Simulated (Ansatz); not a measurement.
**PbF2: density, localisation and related maps**

```
CELL_PARAMETERS angstrom
-0.00365 -3.01262 -3.01541
-0.00763 -3.07053 3.07332
-3.12642 3.03593 -0.02697
ATOMIC_POSITIONS crystal
Pb 0.00028 0.02507 0.01589
F 0.27300 0.75635 0.51946
F 0.72671 0.21857 0.46464
```

Space group P1; changed on purpose from its base cell (all atoms moved at random, cell strained at random); not relaxed (largest force 0.3 eV/Å); computed pressure about −3 GPa in this cell.

These are results of Ansatz, DFT PBE, scalar-relativistic, plane waves, PAW, not measurements.

The density is the valence pseudo-density of a PAW calculation; it isn't the true density close to the nuclei.

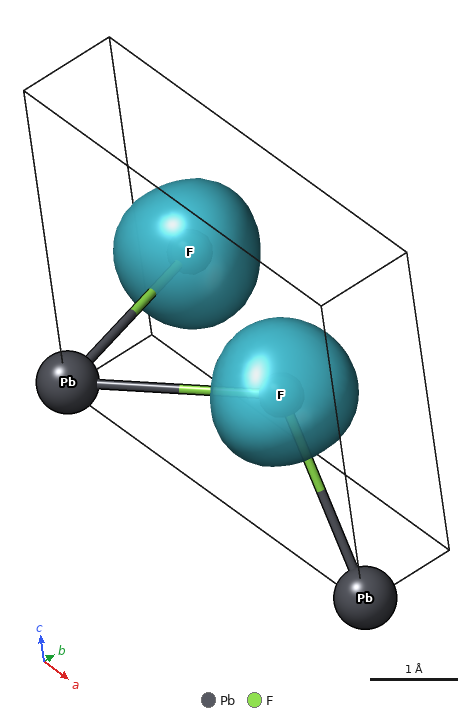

Figure 1. Isosurface of the ELF at 0.65 (cyan), seen slightly off an axis. Core shells and regions of very low density are left out. Sticks mark near contacts.

Identify the bonds, lone pairs and shells in this picture.

Answer. The surface consists of two regions wrapped around F (the valence shell of each), counted in one cell of 3 atoms. Any copies at cell faces, edges or corners count once. Along the contacts the grid gives the following. Pb–F (2.55 Å): the ELF is about 0.15 at the midpoint; no shared electron pair shows on this line. Pb–F (2.62 Å): the ELF is about 0.10 at the midpoint: no localised pair shows between them.

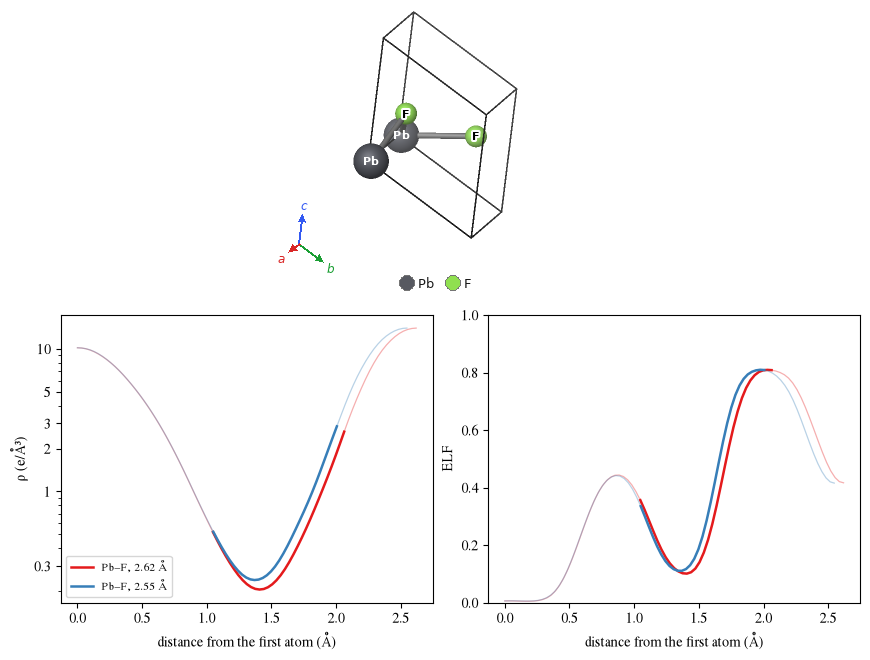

Figure 2. Valence electron density and electron localisation function along straight lines between neighbouring atoms. Thin, pale parts lie inside the atomic spheres. The structure is drawn too.

Compare the contacts.

Answer. Pb–F (2.62 Å): ρ at the midpoint is about 0.22 e/Å³; the ELF is about 0.10 at the midpoint; no shared electron pair shows on this line.
Pb–F (2.55 Å): ρ at the midpoint is about 0.26 e/Å³; the ELF is about 0.15 at the midpoint: no localised pair shows between them.

Does the calculation make it a metal, or give it a gap?

Answer. It is gapped, with a Kohn–Sham gap of 4.1 eV on the k-point mesh (the band edges may lie off the mesh, which would make the gap smaller).
